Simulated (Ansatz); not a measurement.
**Molecular dynamics, with input and output: N (part 5 of 5)**

The same run, continued: N (disordered cell, 24 atoms in the cell); DFT PBE-D3(BJ), scalar-relativistic, plane waves, PAW, no spin polarisation (Ansatz 0.2.0); cutoff 420 eV, 1×1×1 k-mesh, Fermi–Dirac smearing of 0.05 eV. It belongs to a series of runs on one base structure; here: dynamics from the start.

Geometry of the input (Å; fractional positions):
```
8.8621  0.0000  0.0000
0.0000  8.8621  0.0000
0.0000  0.0000  8.8621
N  0.1442  0.3699  0.3117
N  0.1814  0.3801  0.1933
N  -0.0866  1.0599  0.2068
N  -0.1511  0.9742  0.2698
N  0.7826  0.6243  0.5285
N  0.8616  0.6221  0.4324
N  0.1255  0.9585  0.5354
N  0.1366  0.8375  0.5629
N  0.7336  0.8936  0.8943
N  0.8081  0.9008  0.7951
N  0.4336  0.6364  0.3561
N  0.4268  0.7317  0.2763
N  0.7066  0.3005  0.7420
N  0.8006  0.2636  0.6694
N  0.8545  0.5377  1.0495
N  0.9122  0.5530  0.9403
N  0.5798  0.2938  0.1632
N  0.6170  0.3147  0.2801
N  0.4961  0.0037  0.6018
N  0.5272  0.0209  0.4825
N  0.4641  0.5818  0.9175
N  0.4351  0.5944  0.7971
N  0.1654  0.8367  1.0177
N  0.2084  0.9226  0.9385
```

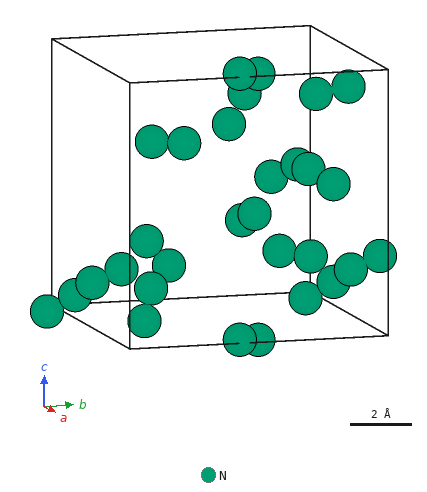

Fig. 1: The geometry at step 300 of the log (spheres-only view of the cell of the calculation, seen slightly off an axis).

Results in brief

- outcome: finished
- mean temperature over the second half: 705 K
- trajectory: 300 steps, 300 fs
- ensemble: nvt_langevin
- temperature in the input: 700.0 K
- time step: 1 fs
- electrons treated: 120
- potential energy (free energy of the electrons) (last step): −9216.6550 eV
- Fermi energy (last step): −2.722 eV
- largest force (length of the vector) (last step): 4.829 eV/Å
- wall time: 15 min
- peak memory: 0.54 GiB

Notes

The input asks for low accuracy. The k-point mesh is coarse for a cell of this size, so the results may not be converged. So short a trajectory is not equilibrated. The logged temperature at the start can lie below the typed one, since it is counted over all degrees of freedom.
